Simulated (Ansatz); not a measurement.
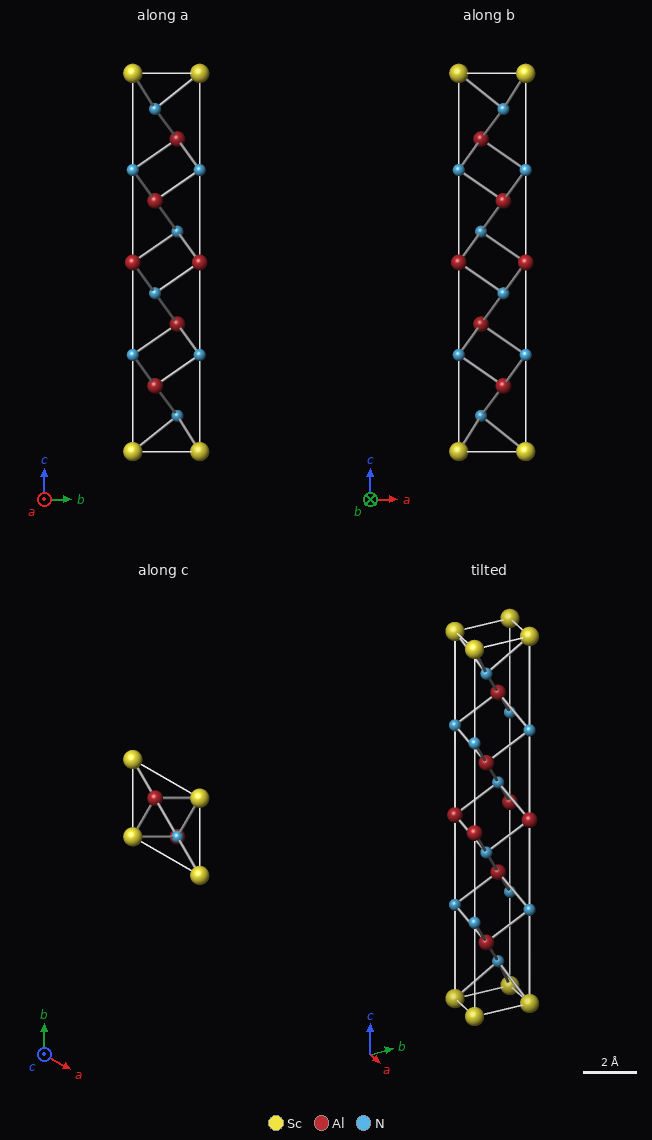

We look at a ball-and-stick model of the crystal along the a axis, along the b axis, along the c axis and slightly off an axis. The edges of the conventional unit cell are marked.

Lattice parameters: a = 2.937 Å, b = 2.937 Å, c = 14.378 Å, α = 90.00°, β = 90.00°, γ = 120.00°. Put a along x and b in the xy plane.

Express the structure as a POSCAR file, with free fractional coordinates to two decimals.

```
Sc Al N
1.0
     2.937    0.000    0.000
    -1.469    2.544    0.000
     0.000    0.000   14.378
Sc Al N
1 5 6
Direct
  0.00 0.00 0.00
  0.3333 0.6667 0.83
  0.6667 0.3333 0.66
  0.00 0.00 0.50
  0.3333 0.6667 0.34
  0.6667 0.3333 0.17
  0.6667 0.3333 0.91
  0.00 0.00 0.74
  0.3333 0.6667 0.58
  0.6667 0.3333 0.42
  0.00 0.00 0.26
  0.3333 0.6667 0.09
```

It derives from a structure type filled with these elements by a generator (whether the compound takes this form wasn't checked). Earlier steps of the study may have refined or changed the cell and positions. It went into a calculation with Ansatz.
